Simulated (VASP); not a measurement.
**Quasiparticle energies of CdS (Greenockite) in VASP**

Wanted: how far GW moves the Kohn-Sham levels of CdS (Greenockite). The cell is of the wurtzite type, one of the forms listed for this formula. The start is a cell from a database of measured crystal structures.

Program: VASP 6.6.1. Level of theory: PBE; plane waves and PAW (Cd_GW, S_GW), in the first sound run; inputs show where later runs differ. Results are calculated unless marked as measured.

## (1) The starting structure

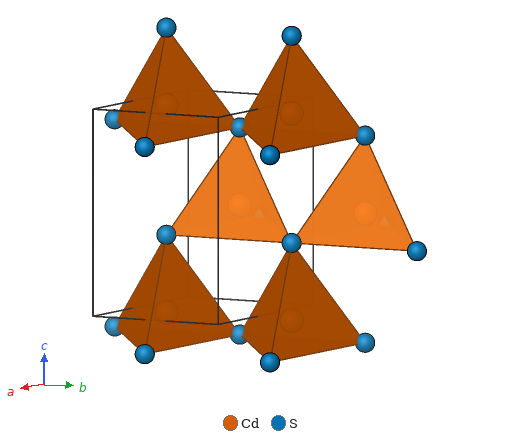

Start, viewed from a free direction; cadmium orange, sulfur blue. 1×2×1 cells are drawn. Some periodic images of atoms are drawn too.

Coordinates:

```xyz
4
Lattice="4.1370 0.0000 0.0000 -2.0685 3.5827 0.0000 0.0000 0.0000 6.7144" Properties=species:S:1:pos:R:3 pbc="T T T"
Cd    2.0685    1.1942    0.0000
Cd    0.0000    2.3885    3.3572
S     2.0685    1.1942    2.5179
S     0.0000    2.3885    5.8751
```

## (2) Ground state

The orbitals come from a self-consistent PBE run with a tight EDIFF and a narrow smearing. KPOINTS_OPT adds the bands along a path, which shows whether the mesh holds the band edges.

File INCAR:

```
SYSTEM = CdS
PREC = Accurate
ENCUT = 330
EDIFF = 1E-08
NELM = 100
ISMEAR = 0
SIGMA = 0.01
LREAL = .FALSE.
ALGO = Normal
GGA = PE
NBANDS = 24
LORBIT = 11
LWAVE = .TRUE.
LCHARG = .FALSE.
KPAR = 8
```

File POSCAR:

```
CdS
1.0
    4.1370000000      0.0000000000      0.0000000000
   -2.0685000000      3.5827470955      0.0000000000
    0.0000000000      0.0000000000      6.7144000000
Cd S
2 2
Direct
    0.6666666667      0.3333333333      0.0000000000
    0.3333333333      0.6666666667      0.5000000000
    0.6666666667      0.3333333333      0.3750000000
    0.3333333333      0.6666666667      0.8750000000
```

File KPOINTS:

```
Automatic mesh
0
Gamma
6 6 4
0 0 0
```

File KPOINTS_OPT:

```
Line mode
12
Line-mode
Reciprocal
  0.00000000   0.00000000   0.00000000 GAMMA
  0.50000000   0.00000000   0.00000000 M

  0.50000000   0.00000000   0.00000000 M
  0.33333333   0.33333333   0.00000000 K

  0.33333333   0.33333333   0.00000000 K
  0.00000000   0.00000000   0.00000000 GAMMA

  0.00000000   0.00000000   0.00000000 GAMMA
  0.00000000   0.00000000   0.50000000 A

  0.00000000   0.00000000   0.50000000 A
  0.50000000   0.00000000   0.50000000 L

  0.50000000   0.00000000   0.50000000 L
  0.33333333   0.33333333   0.50000000 H

  0.33333333   0.33333333   0.50000000 H
  0.00000000   0.00000000   0.50000000 A

  0.50000000   0.00000000   0.50000000 L
  0.50000000   0.00000000   0.00000000 M

  0.33333333   0.33333333   0.00000000 K
  0.33333333   0.33333333   0.50000000 H
```

The projector-augmented-wave data sets are Cd_GW and S_GW (PBE family, release 64).

The run is started by

```console
mpirun -np 8 vasp_std
```

Output:

```text
[banner, memory and clock lines left out]
running    8 mpi-ranks, on    1 nodes
 distrk:  each k-point on    1 cores,    8 groups
 distr:  one band on    1 cores,    1 groups

 POSCAR found type information on POSCAR CdS
 POSCAR found :  2 types and       4 ions
|                                                                             |
|           W    W    AA    RRRRR   N    N  II  N    N   GGGG   !!!           |
|           W    W   A  A   R    R  NN   N  II  NN   N  G    G  !!!           |
|           W    W  A    A  R    R  N N  N  II  N N  N  G       !!!           |
|           W WW W  AAAAAA  RRRRR   N  N N  II  N  N N  G  GGG   !            |
|           WW  WW  A    A  R   R   N   NN  II  N   NN  G    G                |
|           W    W  A    A  R    R  N    N  II  N    N   GGGG   !!!           |
|                                                                             |
|     For optimal performance we recommend to set                             |
|       NCORE = 2 up to number-of-cores-per-socket                            |
|     NCORE specifies how many cores store one orbital (NPAR=cpu/NCORE).      |
|     This setting can greatly improve the performance of VASP for DFT.       |
|     The default, NCORE=1 might be grossly inefficient on modern             |
|     multi-core architectures or massively parallel machines. Do your        |
|     Unfortunately you need to use the default for GW and RPA                |
|     calculations (for HF NCORE is supported but not extensively tested      |
|     yet).                                                                   |
|                                                                             |

 LDA part: xc-table for (Slater+PW92), standard interpolation
 POSCAR, INCAR and KPOINTS ok, starting setup
 FFT: planning ... GRIDC
 FFT: planning ... GRID_SOFT
 FFT: planning ... GRID
 WAVECAR not read
 entering main loop
       N       E                     dE             d eps       ncg     rms          rms(c)
DAV:   1     0.184731872604E+03    0.18473E+03   -0.13857E+04  1064   0.990E+02
DAV:   2    -0.269334845197E+01   -0.18743E+03   -0.18364E+03  1536   0.333E+02
DAV:   3    -0.128629019352E+02   -0.10170E+02   -0.10115E+02  1520   0.718E+01
DAV:   4    -0.134148799136E+02   -0.55198E+00   -0.55159E+00  1744   0.169E+01
DAV:   5    -0.134345165677E+02   -0.19637E-01   -0.19635E-01  1592   0.281E+00    0.101E+01
DAV:   6    -0.123521677331E+02    0.10823E+01   -0.20592E+00  1344   0.150E+01    0.809E+00
DAV:   7    -0.123332473654E+02    0.18920E-01   -0.10572E+00  1440   0.595E+00    0.267E+00
DAV:   8    -0.123254209159E+02    0.78264E-02   -0.11264E-01  1368   0.302E+00    0.627E-01
DAV:   9    -0.123242535865E+02    0.11673E-02   -0.19079E-02  1344   0.165E+00    0.940E-02
DAV:  10    -0.123242903849E+02   -0.36798E-04   -0.18261E-03  1528   0.466E-01    0.403E-02
DAV:  11    -0.123244355120E+02   -0.14513E-03   -0.36681E-04  1512   0.137E-01    0.104E-02
DAV:  12    -0.123244347493E+02    0.76265E-06   -0.40190E-05  1568   0.582E-02    0.668E-03
DAV:  13    -0.123244353943E+02   -0.64493E-06   -0.90710E-06  1344   0.302E-02    0.143E-03
DAV:  14    -0.123244353573E+02    0.37014E-07   -0.12606E-06  1624   0.665E-03    0.910E-04
DAV:  15    -0.123244353542E+02    0.30450E-08   -0.26239E-07  1392   0.432E-03    0.307E-04
DAV:  16    -0.123244353288E+02    0.25434E-07   -0.27405E-08  1224   0.153E-03    0.221E-04
DAV:  17    -0.123244353208E+02    0.79594E-08   -0.33838E-09   944   0.591E-04
   1 F= -.12324435E+02 E0= -.12324435E+02  d E =-.963459E-40
 Start KPOINTS_OPT (optional k-point list driver)
k-point batch [1-21\108]
       N       E                     dE             ncg
DAV:   1     0.160300771138E+04   -0.11036E+05     1064
DAV:   2    -0.235727082041E+04   -0.39603E+04     1440
DAV:   3    -0.258729241732E+04   -0.23002E+03     1592
DAV:   4    -0.259681387507E+04   -0.95215E+01     1696
DAV:   5    -0.259725056720E+04   -0.43669E+00     1648
DAV:   6    -0.259727875497E+04   -0.28188E-01     1776
DAV:   7    -0.259727988778E+04   -0.11328E-02     1616
DAV:   8    -0.259727996706E+04   -0.79282E-04     1848
DAV:   9    -0.259727997208E+04   -0.50230E-05     1624
DAV:  10    -0.259727997260E+04   -0.52076E-06     1392
DAV:  11    -0.259727997264E+04   -0.36112E-07     1104
DAV:  12    -0.259727997264E+04   -0.31869E-08     1016
[...]
k-point batch [106-108\108]
       N       E                     dE             ncg
DAV:   1     0.165194561882E+05   -0.27561E+04      152
DAV:   2     0.159696429286E+05   -0.54981E+03      200
DAV:   3     0.159374768969E+05   -0.32166E+02      256
DAV:   4     0.159367290977E+05   -0.74780E+00      232
DAV:   5     0.159366743597E+05   -0.54738E-01      240
DAV:   6     0.159366721116E+05   -0.22482E-02      224
DAV:   7     0.159366720313E+05   -0.80301E-04      264
DAV:   8     0.159366720297E+05   -0.15874E-05      224
DAV:   9     0.159366720296E+05   -0.62460E-07      248
DAV:  10     0.159366720296E+05    0.35288E-09      136
 writing wavefunctions
```

It took 17 s on 8 MPI ranks of Intel Xeon Platinum 8488C (Sapphire Rapids), shared host; peak memory 1.7 GiB.

The logs omit lines about the potential files and the build; timing stands in the text.

Parts of OUTCAR (step 2):

```text
ion  position               nearest neighbor table
   1  0.667  0.333  0.000-   3 2.52   4 2.53   4 2.53   4 2.53
   2  0.333  0.667  0.500-   4 2.52   3 2.53   3 2.53   3 2.53
   3  0.667  0.333  0.375-   1 2.52   2 2.53   2 2.53   2 2.53
   4  0.333  0.667  0.875-   2 2.52   1 2.53   1 2.53   1 2.53

  LATTYP: Found a hexagonal cell.
 ALAT       =     4.1370000000
 C/A-ratio  =     1.6230118443

 Subroutine GETGRP returns: Found 12 space group operations
 (whereof  6 operations were pure point group operations)

The static configuration has the point symmetry C_3v.
 The point group associated with its full space group is C_6v.

 Found     21 irreducible k-points:

   k-points           NKPTS =     21   k-points in BZ     NKDIM =     21   number of bands    NBANDS=     24

   dimension x,y,z NGX =    28 NGY =   28 NGZ =   40
   dimension x,y,z NGXF=    56 NGYF=   56 NGZF=   80

   ENCUT  =  330.0 eV  24.25 Ry    4.92 a.u.   6.13  6.13  9.95*2*pi/ulx,y,z

   NELECT =      36.0000    total number of electrons

 k-points in reciprocal lattice and weights: Automatic mesh
   0.00000000  0.00000000  0.00000000       0.007
   0.16666667  0.00000000  0.00000000       0.042
   0.33333333  0.00000000  0.00000000       0.042
   0.50000000  0.00000000  0.00000000       0.021
   0.16666667  0.16666667  0.00000000       0.042
   0.33333333  0.16666667  0.00000000       0.083
   0.33333333  0.33333333  0.00000000       0.014
   0.00000000  0.00000000  0.25000000       0.014
   0.16666667  0.00000000  0.25000000       0.083
[...]
0.33333333  0.16666667  0.50000000       0.083
   0.33333333  0.33333333  0.50000000       0.014

 average (electrostatic) potential at core
       1 -68.6169       2 -68.6169       3 -91.1363       4 -91.1363

 E-fermi :   2.7128

 k-point     1 :       0.0000    0.0000    0.0000
  band No.  band energies     occupation
    ...
     14       1.8518      2.00000
     15       1.8518      2.00000
     16       2.5782      2.00000
     17       2.6219      2.00000
     18       2.6219      2.00000
     19       3.8332      0.00000
     20       5.4180      0.00000
     21       9.0818      0.00000
     22       9.0818      0.00000
     23       9.4122      0.00000
    ...

 k-point     2 :       0.1667    0.0000    0.0000
  band No.  band energies     occupation
    ...
     14       0.8913      2.00000
     15       1.4274      2.00000
     16       1.5370      2.00000
     17       2.3740      2.00000
     18       2.4376      2.00000
     19       4.9730      0.00000
     20       6.2743      0.00000
     21       8.3694      0.00000
     22       9.4333      0.00000
     23       9.4369      0.00000
    ...

 k-point     3 :       0.3333    0.0000    0.0000
  band No.  band energies     occupation
    ...
     14      -0.3360      2.00000
     15       0.0964      2.00000
     16       0.9904      2.00000
     17       1.7926      2.00000
     18       2.0656      2.00000
     19       6.0588      0.00000
     20       6.6243      0.00000
     21       7.9870      0.00000
     22       8.8333      0.00000
     23       9.6735      0.00000
    ...

  Total        1.2672533      1.2672533      1.6912229      0.0000000      0.0000000      0.0000000
  in kB       20.4016427     20.4016427     27.2271735      0.0000000      0.0000000      0.0000000
  external PRESSURE =      22.6768196 kB  Pullay stress =       0.0000000 kB

  energy-cutoff  :      330.00
  volume of cell :       99.52
      direct lattice vectors                 reciprocal lattice vectors
     4.137000000  0.000000000  0.000000000     0.241721054  0.139557716  0.000000000
    -2.068500000  3.582747095  0.000000000     0.000000000  0.279115431  0.000000000
     0.000000000  0.000000000  6.714400000     0.000000000  0.000000000  0.148933635

 POSITION                                       TOTAL-FORCE (eV/Angst)
 -----------------------------------------------------------------------------------
      2.06850      1.19425      0.00000         0.000000      0.000000     -0.071112
     -0.00000      2.38850      3.35720        -0.000000      0.000000     -0.071112
      2.06850      1.19425      2.51790        -0.000000      0.000000      0.071112
     -0.00000      2.38850      5.87510         0.000000      0.000000      0.071112
 -----------------------------------------------------------------------------------
    total drift:                                0.000000      0.000000      0.000092

  FREE ENERGIE OF THE ION-ELECTRON SYSTEM (eV)
  ---------------------------------------------------
  free  energy   TOTEN  =       -12.3244353208 eV

  energy  without entropy=      -12.3244353208  energy(sigma->0) =      -12.32443532

 total charge
# of ion       s       p       d       f       tot
--------------------------------------------------
    1        0.493   0.421   9.712   0.024  10.650
    2        0.493   0.421   9.712   0.024  10.650
    3        1.312   2.371   0.024   0.000   3.706
    4        1.312   2.371   0.024   0.000   3.706
--------------------------------------------------
tot          3.609   5.584  19.472   0.048  28.713

[... 3 further parts left out ...]
```

Numbers from this step:

```yaml
free_energy_toten: -12.32 eV
fermi_energy: 2.713 eV
pressure: 2.268 GPa
least_gap_on_mesh_and_path: 1.211 eV
least_direct_gap_on_mesh_and_path: 1.211 eV
```

The highest empty bands on the path are converged less tightly, to about 0.1 eV. The electronic bands at the labelled points (eV, zero at the valence-band top; v1 is the highest filled band, c1 the lowest empty one):

| point | v4 | v3 | v2 | v1 | c1 | c2 | c3 | c4 |
| --- | --- | --- | --- | --- | --- | --- | --- | --- |
| Γ | -0.77 | -0.04 | 0.00 | 0.00 | 1.21 | 2.80 | 6.46 | 6.46 |
| M | -2.66 | -1.88 | -1.30 | -0.74 | 3.72 | 3.88 | 5.11 | 6.40 |
| K | -3.09 | -1.86 | -1.86 | -1.62 | 4.64 | 5.10 | 5.10 | 7.16 |
| Γ | -0.77 | -0.04 | 0.00 | 0.00 | 1.21 | 2.80 | 6.46 | 6.46 |
| A | -0.40 | -0.40 | -0.40 | -0.40 | 2.86 | 2.86 | 6.18 | 6.18 |
| L | -1.34 | -1.34 | -1.33 | -1.33 | 3.48 | 3.48 | 5.39 | 5.39 |
| H | -2.42 | -2.42 | -1.12 | -1.12 | 4.40 | 4.40 | 6.09 | 6.09 |
| A | -0.40 | -0.40 | -0.40 | -0.40 | 2.86 | 2.86 | 6.18 | 6.18 |
| jump to L | -1.34 | -1.34 | -1.33 | -1.33 | 3.48 | 3.48 | 5.39 | 5.39 |
| M | -2.66 | -1.88 | -1.30 | -0.74 | 3.72 | 3.88 | 5.11 | 6.40 |
| jump to K | -3.09 | -1.86 | -1.86 | -1.62 | 4.64 | 5.10 | 5.10 | 7.16 |
| H | -2.42 | -2.42 | -1.12 | -1.12 | 4.40 | 4.40 | 6.09 | 6.09 |

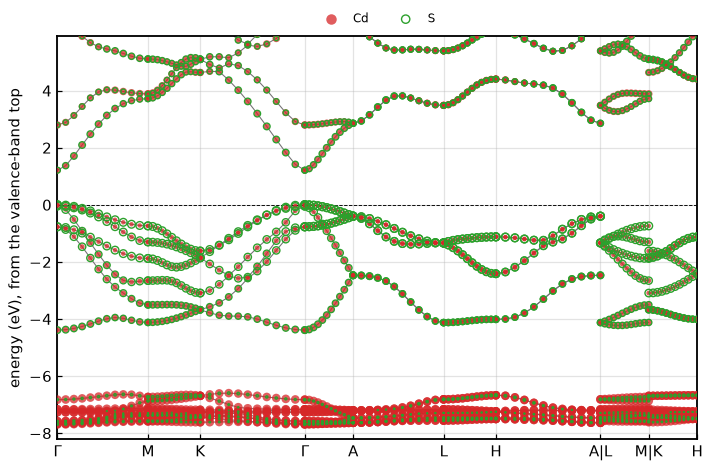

Electronic bands along the path; dots are coloured as in the legend, and their area grows with the weight.

The cell has a gap of 1.21 eV on mesh and path and a pressure of +2.3 GPa, which holds the misfit of the given cell and coordinates with this functional, and any error of cutoff, mesh and data sets. Spin-orbit coupling is left out, which can shift or reorder these edges. Forces of up to 0.071 eV/Å remain in these settings.

## (3) Empty bands

ALGO = Exact makes the empty bands from the converged ground state in one step. LOPTICS writes the k-derivatives of the orbitals (WAVEDER), which give the long-wavelength limit of the screening.

File INCAR:

```
SYSTEM = CdS
PREC = Accurate
ENCUT = 330
ISMEAR = 0
SIGMA = 0.01
LREAL = .FALSE.
GGA = PE
NBANDS = 232
ALGO = Exact
NELM = 1
LWAVE = .TRUE.
LCHARG = .FALSE.
LOPTICS = .TRUE.
NEDOS = 1000
CSHIFT = 0.1
```

POSCAR is that of step 2.

KPOINTS is that of step 2.

The run is started by

```console
mpirun -np 8 vasp_std
```

Output:

```text
[banner, memory and clock lines left out]
running    8 mpi-ranks, on    1 nodes
 distrk:  each k-point on    8 cores,    1 groups
 distr:  one band on    1 cores,    8 groups

 POSCAR found type information on POSCAR CdS
 POSCAR found :  2 types and       4 ions
 [... a notice as in an earlier step ...]

 LDA part: xc-table for (Slater+PW92), standard interpolation
 found WAVECAR, reading the header
  number of bands has changed, file:    24 present:   232
  trying to continue reading WAVECAR, but it might fail
 POSCAR, INCAR and KPOINTS ok, starting setup
 FFT: planning ... GRIDC
 FFT: planning ... GRID_SOFT
 FFT: planning ... GRID
 reading WAVECAR
 random initialization beyond band           24
 the WAVECAR file was read successfully
 initial charge from wavefunction
 entering main loop
       N       E                     dE             d eps       ncg     rms          rms(c)
DIA:   1    -0.123244353209E+02   -0.12324E+02    0.00000E+00     0   0.000E+00
   1 F= -.12324435E+02 E0= -.12324435E+02  d E =-.698471E-24
 writing wavefunctions
 optical routines
 imaginary and real dielectric function
 recalculating local potential from charge density
 direction            1
 direction            2
 direction            3
```

It took 17 s on 8 MPI ranks; peak memory 2.1 GiB.

OUTCAR, selected parts (step 3):

```text
 Found     21 irreducible k-points:

   k-points           NKPTS =     21   k-points in BZ     NKDIM =     21   number of bands    NBANDS=    232

   NELECT =      36.0000    total number of electrons

 E-fermi :   2.6898

 k-point     1 :       0.0000    0.0000    0.0000
  band No.  band energies     occupation
    ...
     14       1.8518      2.00000
     15       1.8518      2.00000
     16       2.5782      2.00000
     17       2.6218      2.00000
     18       2.6218      2.00000
     19       3.8332      0.00000
     20       5.4180      0.00000
     21       9.0818      0.00000
     22       9.0818      0.00000
     23       9.4122      0.00000
    ...

 k-point     2 :       0.1667    0.0000    0.0000
  band No.  band energies     occupation
    ...
     14       0.8913      2.00000
     15       1.4274      2.00000
     16       1.5370      2.00000
     17       2.3739      2.00000
     18       2.4375      2.00000
     19       4.9730      0.00000
     20       6.2743      0.00000
     21       8.3694      0.00000
     22       9.4333      0.00000
     23       9.4369      0.00000
    ...

  Total        1.2670648      1.2670648      1.6910423      0.0000000      0.0000000      0.0000000
  in kB       20.3986084     20.3986084     27.2242658      0.0000000      0.0000000      0.0000000
  external PRESSURE =      22.6738275 kB  Pullay stress =       0.0000000 kB

 POSITION                                       TOTAL-FORCE (eV/Angst)
 -----------------------------------------------------------------------------------
      2.06850      1.19425      0.00000         0.000000     -0.000000     -0.071105
     -0.00000      2.38850      3.35720        -0.000000     -0.000000     -0.071105
      2.06850      1.19425      2.51790         0.000000     -0.000000      0.071105
     -0.00000      2.38850      5.87510        -0.000000      0.000000      0.071105
 -----------------------------------------------------------------------------------
    total drift:                                0.000000      0.000000      0.000100

  FREE ENERGIE OF THE ION-ELECTRON SYSTEM (eV)
  ---------------------------------------------------
  free  energy   TOTEN  =       -12.3244353209 eV

  energy  without entropy=      -12.3244353209  energy(sigma->0) =      -12.32443532

 plasma frequency squared (from intraband transitions) (eV^2)
  --------------------------------------------------------------------------------------
       0.000       0.000       0.000
       0.000       0.000      -0.000
       0.000       0.000       0.000

[... 11 parts as in an earlier step ...]

[... 2 further parts left out ...]
```

WAVECAR now holds 232 bands for 36 electrons. Its independent-particle dielectric tensor has xx, yy, zz = 7.0, 7.0, 6.9 on this mesh, which isn't tested for convergence in mesh or bands and lacks local fields.

(Part 1 of 3 ends here.)

[Lines on the potential files, build, host, timing and source positions are cut from VASP's logs without a mark.]

[Logs are printed without paths, hosts, clocks, repeated set-up lines and the standing remarks that a program may print on its own settings, such as how far it seeks lower states.]

[Hosts, paths, dates, database ids (printed as entryN), source tags and the programs' standing remarks are cut or masked in the printed files.]

[Pressures printed for these runs are not shown converged in the cutoff: they can be off by several GPa and have the wrong sign.]
